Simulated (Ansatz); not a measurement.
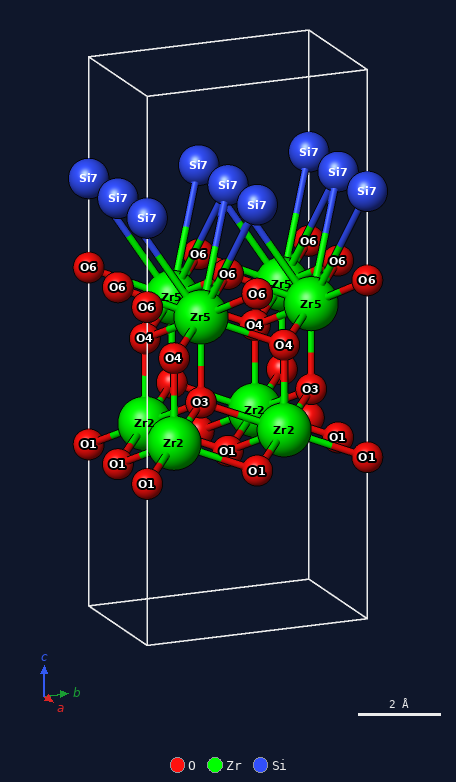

The structure (ball-and-stick view of the 2 × 2 repeat of the cell, with the vacuum cut short, seen slightly off an axis; atoms are numbered from 1 in the order of the input). An atom can appear more than once, as a periodic image.

## Single-point calculation of Zr2SiO4 (part 1 of 2)

System: Zr2SiO4 (slab, 7 atoms in the cell).
Method: DFT PBE+D3(BJ), scalar-relativistic, plane waves, PAW, PAW set soft_1, spin-polarised (Ansatz 0.2.0).

The structure derives from an entry of the Crystallography Open Database. Figures and captions count atoms from 1; the log counts them from 0 in places.

Output
```
Engine: ansatz 0.2.0, aarch64-unknown-linux-gnu
Pseudopotentials: kind: paw
Pseudopotential: O, paw, valence charge 6, recommended cutoff 420 eV (normal), [file]
Pseudopotential: Zr, paw, valence charge 12, recommended cutoff 420 eV (normal), [file]
Pseudopotential: Si, paw, valence charge 4, recommended cutoff 420 eV (normal), [file]
Functional definition: PBE
  parameter kappa = 0.804
  parameter beta = 0.06672455060314922
  exchange = pbe_x(kappa = kappa, mu = beta*pi^2/3)
  correlation = pbe_c(beta = beta)
Crystal: 7 atoms, lattice volume = 239.541 Å³
Basis set: ecut = 420 eV, 4583 PW (Γ), exchange–correlation on 50×50×288 points (8 copies of the dense FFT grid, shifted against one another)
Bands: 34, of which v1, the nominal top of the filled ones, is band 26 counted from 1 (25 counted from 0)
Symmetry: 6 space group operations
k-points: 12 of 81 (time reversal used)
Non-local potential: O, projectors of the file, l = 0: 2, l = 1: 2, l = 2: 1
Non-local potential: Zr, projectors of the file, l = 0: 3, l = 1: 2, l = 2: 2, l = 3: 1
Non-local potential: Si, projectors of the file, l = 0: 2, l = 1: 2, l = 2: 1
PAW form: soft (Blöchl's): semilocal exchange-correlation on the pseudo side does not see the compensation charge
PAW one-centre angular grid: O, 110 points (default); XC on 64 Gauss nodes
PAW one-centre angular grid: Zr, 590 points (default); XC on 64 Gauss nodes
PAW one-centre angular grid: Si, 110 points (default); XC on 64 Gauss nodes
Initial density: superposition of atomic densities (neutral atoms: chi_scale 0, normalization atom)
Starting moments: Σ|m| = 2 μB on 1 of 7 sites
Initial wavefunctions: pseudopotential atomic-orbital guess
Functional: x = pbe(κ = 0.804, μ = 0.2195149727645171), c = pbe(β = 0.06672455060314922)
SCF iter   1: F=—  HF=-11290.400645 eV  |F-HF|=—  |Δ(HF+E_count)|=         —  Δρ=5.66e-2 (↑5.66e-2 ↓5.60e-2)  dr2=3.37e1  dr2_m=1.68e-1  M=0.648 μB ∫|m|=0.653 μB  β_m=0.44  ethr=3.10e-3  p=-0.000 e·Å  D=-2.15e-7 V/Å  ΔV_dip=0.00 eV  dr2_dipole=1.92e-1  V_vac-E_F(+/−)=5.17/5.17 eV  ⟨swp⟩=8.4  Hψ=4110  notcnv=0
Mixer restart at iter 1: flushing history
efield: sawtooth ramp at fractional position 0.8209 (placed from the atoms, in the widest stretch of the axis that holds none; the zero of the levels goes with the place), width 0.0400; the density the first Hamiltonian is built on has a dipole p = -0.000 e·Å; the dipole correction subtracts the counter field D = -2.15e-7 V/Å, which shifts the + side's vacuum level by +0.00 eV against the − side's; the planar-averaged density in the ramp window peaks in size at 4.1e-7 e/Å³
preconditioner: auto → LDOS  [metal: Δε(μ)=0.026 eV  Ē_g=9.663 eV  σ=0.050 eV  W_gap=0.28  n_scr=44 (ndim 8)  ℏωp=12.7 eV  f_vac=0.529  D(μ)=3.45/eV (n_scr^D=10)]
spin=Collinear: LDOS preconditioning applied to the charge; magnetization (m = ρ↑ − ρ↓) channel mixes plain (no charge-response kernel on spin).
SCF iter   2: F=—  HF=-11285.034132 eV  |F-HF|=—  |Δ(HF+E_count)|=    5.37e0  Δρ=3.48e-2 (↑3.48e-2 ↓3.46e-2)  dr2=1.37e1  dr2_m=7.79e-2  M=0.417 μB ∫|m|=0.422 μB  β_m=0.52  ethr=3.10e-3  p=-0.047 e·Å  D=-3.56e-2 V/Å  ΔV_dip=0.76 eV  dr2_dipole=1.63e-2  V_vac-E_F(+/−)=4.46/3.70 eV  ⟨swp⟩=2.9  Hψ=1650  notcnv=0  defer=45
density mixer auto → msr1: a metal under ldos (density of states about μ 1.45 of a free-electron gas's, 44 screened modes)
SCF iter   3: F=—  HF=-11281.592308 eV  |F-HF|=—  |Δ(HF+E_count)|=    3.44e0  Δρ=1.09e-2 (↑1.09e-2 ↓1.07e-2)  dr2=1.07e0  dr2_m=5.06e-3  M=0.057 μB ∫|m|=0.066 μB  β_m=0.53  ethr=3.10e-3  p=-0.096 e·Å  D=-7.26e-2 V/Å  ΔV_dip=1.55 eV  dr2_dipole=2.03e-1  V_vac-E_F(+/−)=3.95/2.40 eV  ⟨swp⟩=4.0  Hψ=2297  notcnv=0  defer=45
SCF iter   4: F=—  HF=-11281.560799 eV  |F-HF|=—  |Δ(HF+E_count)|=   3.15e-2  Δρ=4.77e-3 (↑4.75e-3 ↓4.77e-3)  dr2=3.34e-1  dr2_m=2.27e-3  M=0.061 μB ∫|m|=0.072 μB  β_m=0.63  ethr=2.06e-3  p=-0.081 e·Å  D=-6.11e-2 V/Å  ΔV_dip=1.30 eV  dr2_dipole=5.13e-2  V_vac-E_F(+/−)=3.78/2.48 eV  ⟨swp⟩=2.2  Hψ=1357  notcnv=0  defer=52
SCF iter   5: F=—  HF=-11281.613921 eV  |F-HF|=—  |Δ(HF+E_count)|=   5.31e-2  Δρ=3.52e-3 (↑3.51e-3 ↓3.52e-3)  dr2=1.80e-1  dr2_m=5.81e-5  M=0.053 μB ∫|m|=0.062 μB  β_m=0.51  ethr=6.42e-4  p=-0.064 e·Å  D=-4.81e-2 V/Å  ΔV_dip=1.03 eV  dr2_dipole=2.27e-2  V_vac-E_F(+/−)=3.65/2.62 eV  ⟨swp⟩=2.3  Hψ=1394  notcnv=0  defer=52
SCF iter   6: F=—  HF=-11281.597776 eV  |F-HF|=—  |Δ(HF+E_count)|=   1.61e-2  Δρ=1.27e-3 (↑1.18e-3 ↓1.27e-3)  dr2=6.24e-2  dr2_m=7.38e-5  M=0.038 μB ∫|m|=0.047 μB  β_m=0.47  ethr=3.46e-4  p=-0.056 e·Å  D=-4.24e-2 V/Å  ΔV_dip=0.91 eV  dr2_dipole=1.15e-2  V_vac-E_F(+/−)=3.57/2.67 eV  ⟨swp⟩=2.0  Hψ=1274  notcnv=0  defer=53
SCF iter   7: F=—  HF=-11281.592361 eV  |F-HF|=—  |Δ(HF+E_count)|=   5.41e-3  Δρ=8.07e-4 (↑7.10e-4 ↓8.07e-4)  dr2=2.15e-2  dr2_m=5.63e-5  M=0.030 μB ∫|m|=0.038 μB  β_m=0.55  ethr=1.20e-4  p=-0.049 e·Å  D=-3.71e-2 V/Å  ΔV_dip=0.79 eV  dr2_dipole=4.02e-3  V_vac-E_F(+/−)=3.53/2.74 eV  ⟨swp⟩=2.2  Hψ=958  notcnv=0  defer=52
SCF iter   8: F=—  HF=-11281.589534 eV  |F-HF|=—  |Δ(HF+E_count)|=   2.83e-3  Δρ=3.70e-4 (↑3.62e-4 ↓3.70e-4)  dr2=3.27e-3  dr2_m=9.26e-6  M=0.025 μB ∫|m|=0.029 μB  β_m=0.71  ethr=4.14e-5  p=-0.041 e·Å  D=-3.10e-2 V/Å  ΔV_dip=0.66 eV  dr2_dipole=7.80e-4  V_vac-E_F(+/−)=3.52/2.86 eV  ⟨swp⟩=2.6  Hψ=1149  notcnv=0  defer=53
SCF iter   9: F=—  HF=-11281.590124 eV  |F-HF|=—  |Δ(HF+E_count)|=   5.90e-4  Δρ=2.10e-4 (↑1.62e-4 ↓2.10e-4)  dr2=1.04e-3  dr2_m=3.78e-6  M=0.019 μB ∫|m|=0.022 μB  β_m=0.66  ethr=6.29e-6  p=-0.042 e·Å  D=-3.15e-2 V/Å  ΔV_dip=0.67 eV  dr2_dipole=1.89e-4  V_vac-E_F(+/−)=3.53/2.86 eV  ⟨swp⟩=2.2  Hψ=1198  notcnv=0  defer=53
SCF iter  10: F=—  HF=-11281.590022 eV  |F-HF|=—  |Δ(HF+E_count)|=   1.02e-4  Δρ=6.61e-5 (↑5.33e-5 ↓6.61e-5)  dr2=1.24e-4  dr2_m=6.35e-7  M=0.018 μB ∫|m|=0.020 μB  β_m=0.78  ethr=1.99e-6  p=-0.041 e·Å  D=-3.11e-2 V/Å  ΔV_dip=0.66 eV  dr2_dipole=2.20e-5  V_vac-E_F(+/−)=3.55/2.88 eV  ⟨swp⟩=2.5  Hψ=1140  notcnv=0  defer=52
SCF iter  11: F=—  HF=-11281.590029 eV  |F-HF|=—  |Δ(HF+E_count)|=   6.87e-6  Δρ=3.29e-5 (↑3.20e-5 ↓3.29e-5)  dr2=1.27e-5  dr2_m=8.27e-8  M=0.017 μB ∫|m|=0.018 μB  β_m=0.74  ethr=2.39e-7  p=-0.041 e·Å  D=-3.12e-2 V/Å  ΔV_dip=0.67 eV  dr2_dipole=1.15e-10  V_vac-E_F(+/−)=3.56/2.89 eV  ⟨swp⟩=2.7  Hψ=1252  notcnv=0  defer=52
SCF iter  12: F=—  HF=-11281.590030 eV  |F-HF|=—  |Δ(HF+E_count)|=   1.03e-6  Δρ=1.15e-5 (↑1.15e-5 ↓1.12e-5)  dr2=1.69e-6  dr2_m=3.27e-8  M=0.016 μB ∫|m|=0.018 μB  β_m=0.77  ethr=2.44e-8  p=-0.042 e·Å  D=-3.14e-2 V/Å  ΔV_dip=0.67 eV  dr2_dipole=6.34e-8  V_vac-E_F(+/−)=3.56/2.89 eV  ⟨swp⟩=2.0  Hψ=1202  notcnv=0  defer=52
SCF iter  13: F=—  HF=-11281.590031 eV  |F-HF|=—  |Δ(HF+E_count)|=   9.55e-7  Δρ=5.79e-6 (↑5.79e-6 ↓4.56e-6)  dr2=3.59e-7  dr2_m=2.19e-8  M=0.016 μB ∫|m|=0.017 μB  β_m=0.79  ethr=3.26e-9  p=-0.042 e·Å  D=-3.16e-2 V/Å  ΔV_dip=0.68 eV  dr2_dipole=1.84e-7  V_vac-E_F(+/−)=3.57/2.89 eV  ⟨swp⟩=2.2  Hψ=1241  notcnv=0  defer=52
SCF iter  14: F=—  HF=-11281.590031 eV  |F-HF|=—  |Δ(HF+E_count)|=   3.02e-7  Δρ=4.52e-6 (↑4.52e-6 ↓4.31e-6)  dr2=1.70e-7  dr2_m=2.21e-8  M=0.015 μB ∫|m|=0.016 μB  β_m=0.78  ethr=6.91e-10  p=-0.042 e·Å  D=-3.17e-2 V/Å  ΔV_dip=0.68 eV  dr2_dipole=3.23e-8  V_vac-E_F(+/−)=3.57/2.89 eV  ⟨swp⟩=2.2  Hψ=1193  notcnv=0  defer=52
SCF iter  15: F=—  HF=-11281.590031 eV  |F-HF|=—  |Δ(HF+E_count)|=   1.34e-7  Δρ=5.10e-6 (↑5.10e-6 ↓4.91e-6)  dr2=1.46e-7  dr2_m=2.13e-8  M=0.015 μB ∫|m|=0.015 μB  β_m=0.67  ethr=3.27e-10  p=-0.042 e·Å  D=-3.17e-2 V/Å  ΔV_dip=0.68 eV  dr2_dipole=9.27e-9  V_vac-E_F(+/−)=3.57/2.89 eV  ⟨swp⟩=2.1  Hψ=1232  notcnv=0  defer=52
SCF iter  16: F=—  HF=-11281.590031 eV  |F-HF|=—  |Δ(HF+E_count)|=   1.11e-7  Δρ=3.24e-6 (↑3.16e-6 ↓3.24e-6)  dr2=1.21e-8  dr2_m=1.96e-8  M=0.014 μB ∫|m|=0.015 μB  β_m=0.83  ethr=2.81e-10  p=-0.042 e·Å  D=-3.17e-2 V/Å  ΔV_dip=0.68 eV  dr2_dipole=1.53e-10  V_vac-E_F(+/−)=3.57/2.89 eV  ⟨swp⟩=2.1  Hψ=1229  notcnv=0  defer=52
SCF iter  17: F=—  HF=-11281.590032 eV  |F-HF|=—  |Δ(HF+E_count)|=   1.15e-7  Δρ=3.07e-6 (↑2.88e-6 ↓3.07e-6)  dr2=7.29e-9  dr2_m=1.77e-8  M=0.013 μB ∫|m|=0.014 μB  β_m=0.92  ethr=2.33e-11  p=-0.042 e·Å  D=-3.17e-2 V/Å  ΔV_dip=0.68 eV  dr2_dipole=7.93e-10  V_vac-E_F(+/−)=3.57/2.89 eV  ⟨swp⟩=3.0  Hψ=1693  notcnv=0  defer=52
SCF iter  18: F=—  HF=-11281.590032 eV  |F-HF|=—  |Δ(HF+E_count)|=   1.15e-7  Δρ=2.94e-6 (↑2.79e-6 ↓2.94e-6)  dr2=9.64e-9  dr2_m=1.57e-8  M=0.013 μB ∫|m|=0.013 μB  β_m=0.96  ethr=1.40e-11  p=-0.042 e·Å  D=-3.17e-2 V/Å  ΔV_dip=0.68 eV  dr2_dipole=1.00e-10  V_vac-E_F(+/−)=3.57/2.89 eV  ⟨swp⟩=3.2  Hψ=1768  notcnv=0  defer=52
SCF iter  19: F=—  HF=-11281.590032 eV  |F-HF|=—  |Δ(HF+E_count)|=   2.37e-7  Δρ=2.45e-6 (↑2.45e-6 ↓2.41e-6)  dr2=5.24e-9  dr2_m=1.19e-8  M=0.011 μB ∫|m|=0.012 μB  β_m=0.98  ethr=1.40e-11  p=-0.042 e·Å  D=-3.17e-2 V/Å  ΔV_dip=0.68 eV  dr2_dipole=2.73e-11  V_vac-E_F(+/−)=3.57/2.89 eV  ⟨swp⟩=4.0  Hψ=1929  notcnv=0  defer=52
SCF iter  20: F=—  HF=-11281.590032 eV  |F-HF|=—  |Δ(HF+E_count)|=   5.44e-7  Δρ=1.63e-6 (↑1.50e-6 ↓1.63e-6)  dr2=7.24e-9  dr2_m=3.68e-9  M=0.006 μB ∫|m|=0.007 μB  β_m=0.99  ethr=1.01e-11  p=-0.042 e·Å  D=-3.17e-2 V/Å  ΔV_dip=0.68 eV  dr2_dipole=8.52e-11  V_vac-E_F(+/−)=3.57/2.89 eV  ⟨swp⟩=5.0  Hψ=2536  notcnv=0  defer=52
SCF iter  21: F=—  HF=-11281.590033 eV  |F-HF|=—  |Δ(HF+E_count)|=   2.58e-7  Δρ=8.19e-7 (↑8.19e-7 ↓7.81e-7)  dr2=5.70e-9  dr2_m=1.92e-10  M=0.001 μB ∫|m|=0.002 μB  β_m=0.86  ethr=1.01e-11  p=-0.042 e·Å  D=-3.17e-2 V/Å  ΔV_dip=0.68 eV  dr2_dipole=2.13e-10  V_vac-E_F(+/−)=3.57/2.89 eV  ⟨swp⟩=5.1  Hψ=2578  notcnv=0  defer=52
SCF iter  22: F=-11281.590033 eV  HF=-11281.590033 eV  |F-HF|=1.38e-9  |Δ(HF+E_count)|=   8.93e-9  Δρ=4.63e-7 (↑4.24e-7 ↓4.63e-7)  dr2=2.47e-9  dr2_m=1.39e-11  M=0.000 μB ∫|m|=0.000 μB  ethr=1.01e-11  p=-0.042 e·Å  D=-3.17e-2 V/Å  ΔV_dip=0.68 eV  dr2_dipole=2.76e-10  V_vac-E_F(+/−)=3.57/2.89 eV  ⟨swp⟩=17.5  Hψ=7270  notcnv=0
SCF 1 converged in 22 iterations: F = -11281.590033 eV  dr2 = 2.47e-9
  greatest PAW one-centre occupation: 0.997 electrons in one spin orbital (limit 2), on the Zr atom at site 1 (counted from 0), in its partial waves of l = 0
```

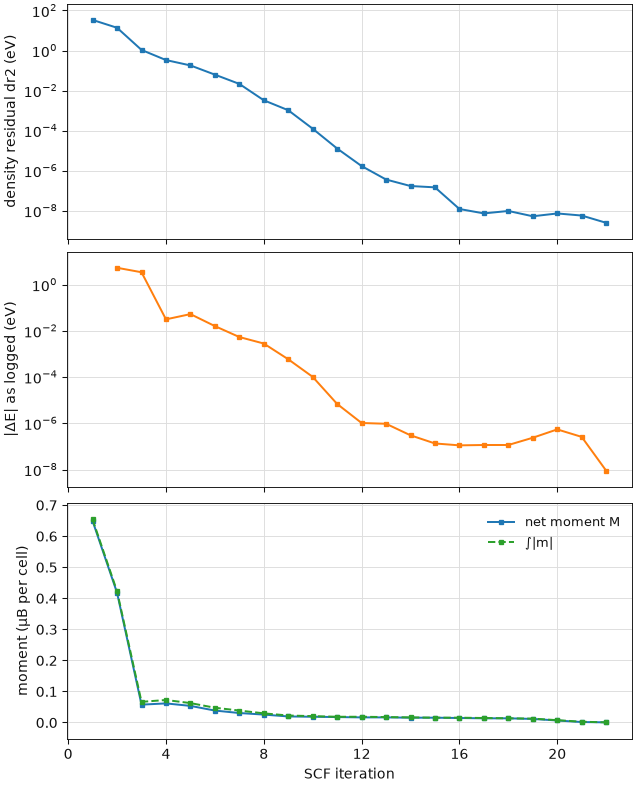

Convergence of the self-consistent field: density residual dr2, size of the energy change and magnetic moment against the SCF iteration. The residual falls almost steadily, with no more than small rises. The net moment goes from 0.6 to 0.0 μB per cell, and ∫|m| falls to zero.
